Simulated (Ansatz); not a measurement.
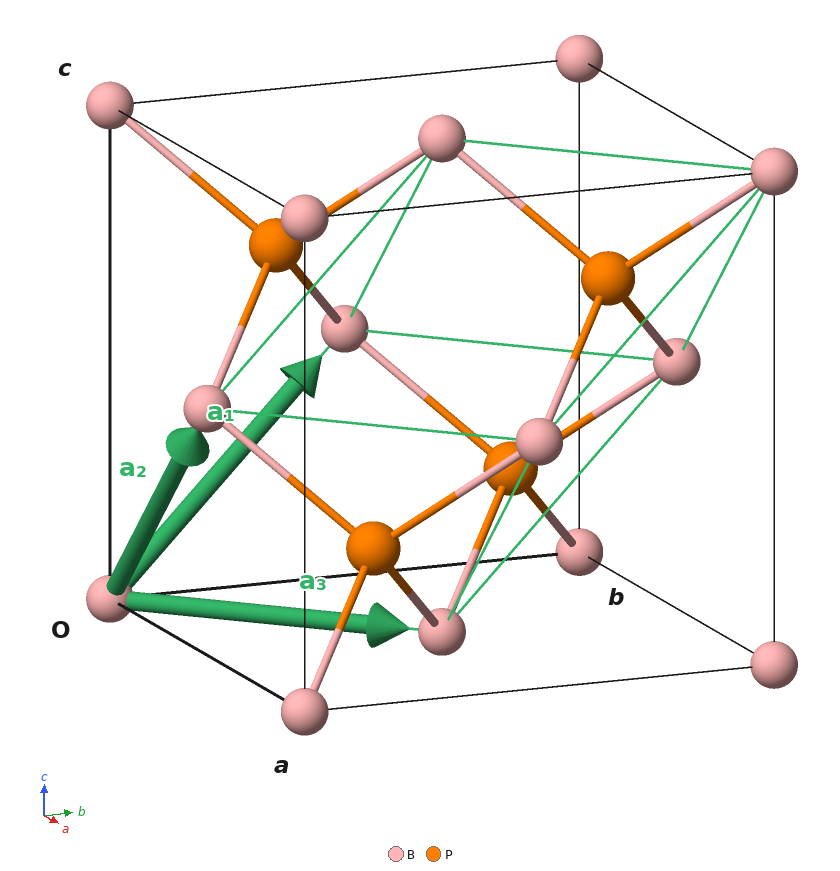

The conventional cell (thin) and a primitive cell (coloured, vectors a₁, a₂, a₃). Crystal: BP, coordinates from a relaxation with Ansatz, DFT PBEsol, scalar-relativistic, plane waves, PAW. All values are computed from the atomic coordinates in the standard setting (tolerance 0.002 Å).

a = 4.520 Å, b = 4.520 Å, c = 4.520 Å, α = 90.00°, β = 90.00°, γ = 90.00°.

### What is the centring, and how are the primitive vectors built?

F, face-centred cubic, with lattice points at (0, 0, 0), (1/2, 1/2, 0), (1/2, 0, 1/2), (0, 1/2, 1/2). a₁ = 1/2 b + 1/2 c; a₂ = 1/2 a + 1/2 c; a₃ = 1/2 a + 1/2 b.

### Give the primitive cell's size and content.

Edges 3.196, 3.196, 3.196 Å; angles 60.00°, 60.00°, 60.00°; volume 23.09 Å³, 1/4 of the conventional cell; 2 of its 8 atoms.
